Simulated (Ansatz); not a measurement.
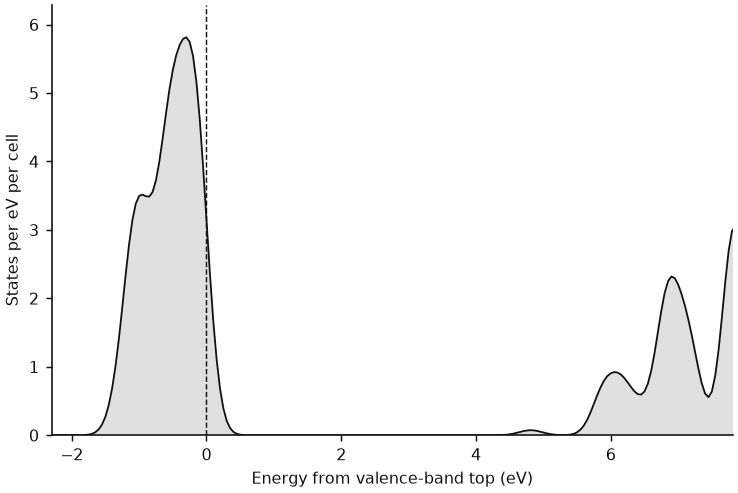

Density of states. Energies are counted from the top of the valence band. The curve is built from the levels of the k mesh with Gaussians 0.4 eV wide, which also blur the band edges.

System: NaI, space group F-43m, 2 atoms in the cell, zincblende type; a = 5.01 Å, b = 5.01 Å, c = 5.01 Å, α = 60.00°, β = 60.00°, γ = 60.00°.

Computed with Ansatz: DFT, HSE06, plane waves, PAW, no spin polarisation, 4×4×4 k mesh, 420 eV cutoff.

Metal or insulator, going by the density of states?

There is a gap; over the k points computed it is 4.81 eV (direct among those points).

How wide is the upper valence band?

The upper group of valence states starts about 1.3 eV under the valence-band top, with a gap beneath it; it holds about 6 electrons a cell.

Where is the tallest peak of the filled states in the window?

Within the window shown, the tallest peak of the filled states lies 0.3 eV under the valence-band top, at about 5.8 states per eV and cell.

Spin-orbit coupling is left out, which matters for I.
